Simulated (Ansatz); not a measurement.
**Two runs on Ta**

System: Ta (P-1, 6 atoms in the cell).
Method of run A: DFT, PBEsol, plane waves, PAW, PAW set soft_1, no spin polarisation (Ansatz 0.2.0).

The structure derives from an entry of the Crystallography Open Database. Text and figures count atoms from 1; the logs count them from 0 in places.

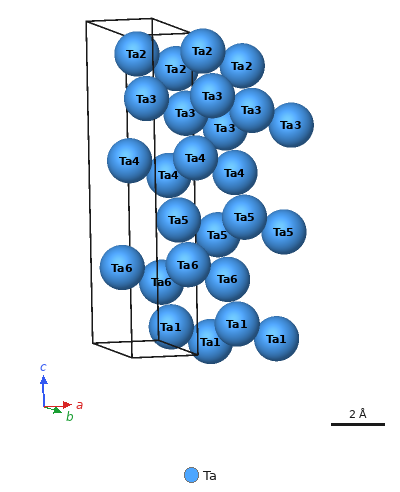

Fig. 1: The input geometry (spheres-only view of the cell of the calculation, set on other vectors, repeated 2 × 2 × 1, seen at an oblique angle; atoms are numbered from 1 in the order of the input). An atom can appear more than once, as a periodic image.

**Input file, run A**
```yaml
crystal:
  lattice:
    - [-2.0699878313, -2.0699878313, 0.0]
    - [2.0699878313, -2.0699878313, 0.0]
    - [0.3449979719, -1.0349939157, 12.4199269876]
  atoms:
    - { symbol: Ta, position: [-0.152775, -0.30555, 0.91665] }
    - { symbol: Ta, position: [0.4861138889, 0.4722277778, 0.0833166667] }
    - { symbol: Ta, position: [-0.0416638889, -0.0833277778, 0.2499833333] }
    - { symbol: Ta, position: [0.4305583333, 0.3611166667, 0.41665] }
    - { symbol: Ta, position: [-0.0972194444, -0.1944388889, 0.5833166667] }
    - { symbol: Ta, position: [0.3750027778, 0.2500055556, 0.7499833333] }
kpoints:
  mp_grid: { grid: [15, 15, 4] }
hamiltonian:
  xc: pbesol
  pseudopotentials: { kind: paw, azcp: { folder: soft_1 } }
scf:
  occupations: { method: gaussian, width: 0.15 }
  convergence: { dr2_threshold: 1.0e-06 }
  eigensolver: { kind: davidson }
output:
  forces: true
  eigenvalues: true
  stress: true
```

Command:
```bash
ansatz run input.yaml --threads 2 --pin off --max-ram 4096MiB --backend cpu --events-out ev --progress --plain --runs-dir out
```

Hardware: 2 threads of Arm Neoverse N1, 98 GiB of memory available, shared host.

**Output, shortened to warnings, some set-up lines, iterations and results (run A)**
```
Warning: [file] the record states the generating functional pbe (its physics header spells it `PBE`), which answers neither for hamiltonian.xc's functional nor for the pbesol family's — results may be inconsistent (PPs are generated against a specific XC)
Warning: scf.convergence.dr2_threshold = 1e-6 eV is looser than this run's default, which is 1e-7 eV or tighter. The error in the forces grows as the threshold's square root, so leave the key out unless less accurate forces are enough
Warning: output.stress: scf.convergence.dr2_threshold = 1e-6 eV is looser than the 6e-10 eV advised for a printed stress (1e-10 eV for each atom of the cell: 6). What an SCF threshold leaves in a stress goes as its square root, and in the free energy as the threshold itself, and one threshold admits the most on a small cell: of the crystals measured, under no hybrid functional and no lock of the …
Basis set: ecut = 420 eV, 2045 PW (Γ), exchange–correlation on 40×40×180 points (8 copies of the dense FFT grid, shifted against one another)
Symmetry: 2 space group operations
k-points: 451 of 900
Initial density: superposition of atomic densities (chi_scale 0.1, normalization cell)
[...]
SCF iter   1: F=—  HF=-58842.613896 eV  |F-HF|=—  |Δ(HF+E_count)|=         —  Δρ=4.76e-2  dr2=3.39e0  ethr=1.00e-1  ⟨swp⟩=3.8  Hψ=58137  notcnv=0
SCF iter   2: F=—  HF=-58842.062556 eV  |F-HF|=—  |Δ(HF+E_count)|=   5.51e-1  Δρ=2.82e-2  dr2=8.00e-1  ethr=4.34e-3  ⟨swp⟩=2.8  Hψ=43182  notcnv=0  defer=13
SCF iter   3: F=—  HF=-58841.808601 eV  |F-HF|=—  |Δ(HF+E_count)|=   2.54e-1  Δρ=6.99e-3  dr2=5.54e-2  ethr=6.44e-5  ⟨swp⟩=3.2  Hψ=94227  notcnv=0  defer=8
SCF iter   4: F=—  HF=-58841.799213 eV  |F-HF|=—  |Δ(HF+E_count)|=   9.39e-3  Δρ=1.32e-3  dr2=1.86e-3  ethr=6.44e-5  ⟨swp⟩=3.0  Hψ=41102  notcnv=0  defer=6
SCF iter   5: F=—  HF=-58841.799200 eV  |F-HF|=—  |Δ(HF+E_count)|=   1.27e-5  Δρ=2.98e-4  dr2=2.77e-4  ethr=2.39e-6  ⟨swp⟩=4.4  Hψ=51257  notcnv=0  defer=3
SCF iter   6: F=—  HF=-58841.799189 eV  |F-HF|=—  |Δ(HF+E_count)|=   1.15e-5  Δρ=9.74e-5  dr2=1.89e-5  ethr=3.55e-7  ⟨swp⟩=3.0  Hψ=41800  notcnv=0  defer=2
SCF iter   7: F=—  HF=-58841.799186 eV  |F-HF|=—  |Δ(HF+E_count)|=   2.47e-6  Δρ=4.07e-5  dr2=5.62e-6  ethr=2.42e-8  ⟨swp⟩=4.1  Hψ=47588  notcnv=0
SCF iter   8: F=-58841.799186 eV  HF=-58841.799186 eV  |F-HF|=4.47e-8  |Δ(HF+E_count)|=   7.93e-7  Δρ=7.04e-6  dr2=6.40e-8  ethr=7.21e-9  ⟨swp⟩=2.9  Hψ=40200  notcnv=0
SCF 1 converged in 8 iterations: F = -58841.799186 eV  dr2 = 6.40e-8
  Residual-converged pass: ⟨swp⟩=3.7  Hψ=46598  notcnv=0  max |occ|·‖R‖ = 2.1e-5 eV (tolerance 2.1e-5 eV)  dr2=6.52e-8  dr2_onsite=3.79e-9  max |Δocc| = 7.3e-8
SCF converged after 8 iterations
Free energy (F): -58841.799186 eV
Harris-Foulkes:  -58841.799186 eV  (|F-HF|=4.47e-8)
Internal energy: -58841.724310 eV  (E = F + TS)
E sigma→0 (E₀):  -58841.761748 eV
Entropy (-TS):   -0.074875 eV (-12.479 meV/atom)
Fermi energy:    19.030750 eV
--- Per-component energies (eV) ---
  E_band       = -616.124206
  E_kinetic    = 2371.524445
  E_local      = -3311.493382  (includes V_loc(G=0)·N_el)
  E_nonlocal   = -50.956457
  E_hartree    = 1204.898075
  E_xc         = -1916.014436
  E_vxc        = -1404.827102  (∫ρ·V_xc dr)
  E_paw        = -49088.307029  (= ΣΔE_a)
  E_vpaw       = -630.173743  (= ΣTr[D̂ρ^β])
  E_aug_tail   = 0.000574  (compensation charges beyond the density's cutoff)
  E_ewald      = -8052.658378
  E_core_change = 1.282277  (= ΣΔE_core)
  E_smearing   = -0.074875  (= −TS)
  E_closure    = 0.000000  (closes the sum)
  Σ components = -58841.799186   (vs F -58841.799186, Δ=0.00e0)
--- Forces (eV/Å), atoms counted from 1 ---
  atom   1  Ta     0.14726341    -2.03196807    -1.91307959
  atom   2  Ta    -0.14726341     2.03196807     1.91307959
  atom   3  Ta    -0.12294639    -0.33945859     0.13470289
  atom   4  Ta     0.00672091     0.00947096     0.03529896
  atom   5  Ta    -0.00672091    -0.00947096    -0.03529896
  atom   6  Ta     0.12294639     0.33945859    -0.13470289
  max |Σ_I F_I| component: 0.00e0 eV/Å
--- Stress (GPa, compression-positive) ---
        3.881379       1.575981      -1.781281
        1.575981       4.604971       3.362540
       -1.781281       3.362540      15.152836
  P = ⅓ Tr σ = 7.8797 GPa (78.797 kbar)
```

For run B the input was changed thus:
```diff
+basis:
+  ecutwfc: 420
-  xc: pbesol
+  xc: lda
-  convergence: { dr2_threshold: 1.0e-06 }
-  eigensolver: { kind: davidson }
+  write_density: true
+  write_potential: true
+  elf: true
+  volumetric_format: npy
```

Predict how the results change.

The total energies belong to different methods, so their difference says nothing on which is more stable or more accurate. The pressure goes from 7.88 to 2.55 GPa. The largest force goes from 2.795 to 2.618 eV/Å. The functional changes from PBEsol to LDA. The SCF takes 7 iterations against 8.

**Output, shortened to warnings, some set-up lines, iterations and results (run B)**
```
Warning: [file] the record states the generating functional pbe (its physics header spells it `PBE`), which answers neither for hamiltonian.xc's functional nor for the lda family's — results may be inconsistent (PPs are generated against a specific XC)
Basis set: ecut = 420 eV, 2045 PW (Γ)
Symmetry: 2 space group operations
k-points: 451 of 900
Initial density: superposition of atomic densities (chi_scale 0.1, normalization cell)
[...]
SCF iter   1: F=—  HF=-58098.375717 eV  |F-HF|=—  |Δ(HF+E_count)|=         —  Δρ=4.60e-2  dr2=3.42e0  ethr=3.10e-3  ⟨swp⟩=4.9  Hψ=80428  notcnv=0
SCF iter   2: F=—  HF=-58097.788424 eV  |F-HF|=—  |Δ(HF+E_count)|=   5.87e-1  Δρ=2.57e-2  dr2=6.47e-1  ethr=3.10e-3  ⟨swp⟩=2.0  Hψ=27316  notcnv=0  defer=532
SCF iter   3: F=—  HF=-58097.566575 eV  |F-HF|=—  |Δ(HF+E_count)|=   2.22e-1  Δρ=9.43e-3  dr2=1.06e-1  ethr=8.30e-4  ⟨swp⟩=3.0  Hψ=38667  notcnv=0  defer=532
SCF iter   4: F=—  HF=-58097.537467 eV  |F-HF|=—  |Δ(HF+E_count)|=   2.91e-2  Δρ=7.61e-4  dr2=8.65e-4  ethr=1.36e-4  ⟨swp⟩=2.5  Hψ=32577  notcnv=0  defer=532
SCF iter   5: F=—  HF=-58097.537339 eV  |F-HF|=—  |Δ(HF+E_count)|=   1.29e-4  Δρ=1.47e-4  dr2=4.26e-5  ethr=1.11e-6  ⟨swp⟩=2.6  Hψ=33821  notcnv=0  defer=532
SCF iter   6: F=—  HF=-58097.537328 eV  |F-HF|=—  |Δ(HF+E_count)|=   1.01e-5  Δρ=3.68e-5  dr2=2.58e-6  ethr=5.47e-8  ⟨swp⟩=2.0  Hψ=27046  notcnv=0  defer=532
SCF iter   7: F=-58097.537328 eV  HF=-58097.537328 eV  |F-HF|=3.11e-8  |Δ(HF+E_count)|=   6.36e-7  Δρ=7.52e-6  dr2=6.84e-8  ethr=1.28e-10  ⟨swp⟩=12.0  Hψ=150012  notcnv=0
SCF 1 converged in 7 iterations: F = -58097.537328 eV  dr2 = 6.84e-8
SCF converged after 7 iterations
Free energy (F): -58097.537328 eV
Harris-Foulkes:  -58097.537328 eV  (|F-HF|=3.11e-8)
Internal energy: -58097.461684 eV  (E = F + TS)
E sigma→0 (E₀):  -58097.499506 eV
Entropy (-TS):   -0.075644 eV (-12.607 meV/atom)
Fermi energy:    18.847637 eV
--- Per-component energies (eV) ---
  E_band       = -630.672617
  E_kinetic    = 2373.789868
  E_local      = -3333.520389  (includes V_loc(G=0)·N_el)
  E_nonlocal   = -34.648078
  E_hartree    = 1208.743452
  E_xc         = -1914.212485
  E_vxc        = -1408.263190  (∫ρ·V_xc dr)
  E_paw        = -48346.510241  (= ΣΔE_a)
  E_vpaw       = -645.512916  (= ΣTr[D̂ρ^β])
  E_aug_tail   = 0.000583  (compensation charges beyond the density's cutoff)
  E_ewald      = -8052.658378
  E_core_change = 1.553983  (= ΣΔE_core)
  E_smearing   = -0.075644  (= −TS)
  E_closure    = -0.000000  (closes the sum)
  Σ components = -58097.537328   (vs F -58097.537328, Δ=0.00e0)
--- Forces (eV/Å), atoms counted from 1 ---
  atom   1  Ta     0.14943712    -1.91023899    -1.78398400
  atom   2  Ta    -0.14943712     1.91023899     1.78398400
  atom   3  Ta    -0.12470324    -0.33142638     0.13417691
  atom   4  Ta     0.00760599     0.01025585     0.02345829
  atom   5  Ta    -0.00760599    -0.01025585    -0.02345829
  atom   6  Ta     0.12470324     0.33142638    -0.13417691
  max |Σ_I F_I| component: 0.00e0 eV/Å
--- Stress (GPa, compression-positive) ---
       -1.303838       1.466620      -1.811719
        1.466620      -0.591311       3.032004
       -1.811718       3.032004       9.543700
  P = ⅓ Tr σ = 2.5495 GPa (25.495 kbar)
```

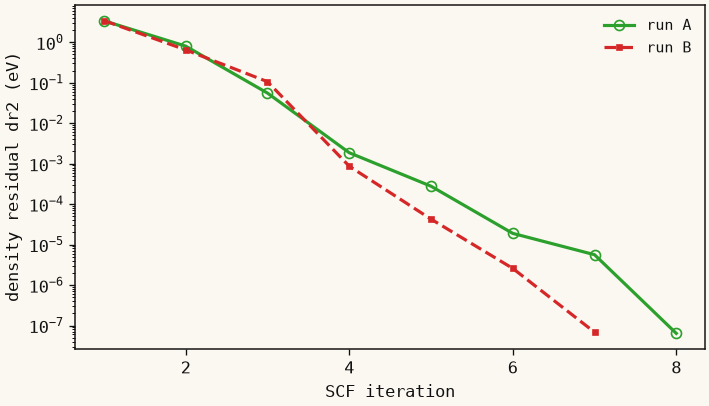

Fig. 2: Convergence of the two runs: density residual dr2 against the SCF iteration. Run A takes 8 iterations in all, and run B takes 7.

**The two runs side by side**

```csv
quantity,run A,run B
outcome,converged,converged
free energy per atom (eV),−9806.9665,−9682.9229
"energy per atom, smearing taken to zero (eV)",−9806.9603,−9682.9166
gap on the mesh (eV),0.00,0.00
pressure (GPa),7.88,2.55
largest force (eV/Å),2.795,2.618
SCF iterations,8,7
irreducible k-points,451,451
plane waves at Γ,2045,2045
wall time (shared host),2.5 min,2.5 min
```

For both runs: Spin–orbit coupling is left out, which matters for Ta. For run A: Warnings: the SCF threshold is loose for the printed forces; the PAW datasets were made with another functional; the SCF threshold is looser than advised for the printed stress. For run B: Warnings: the PAW datasets were made with another functional.
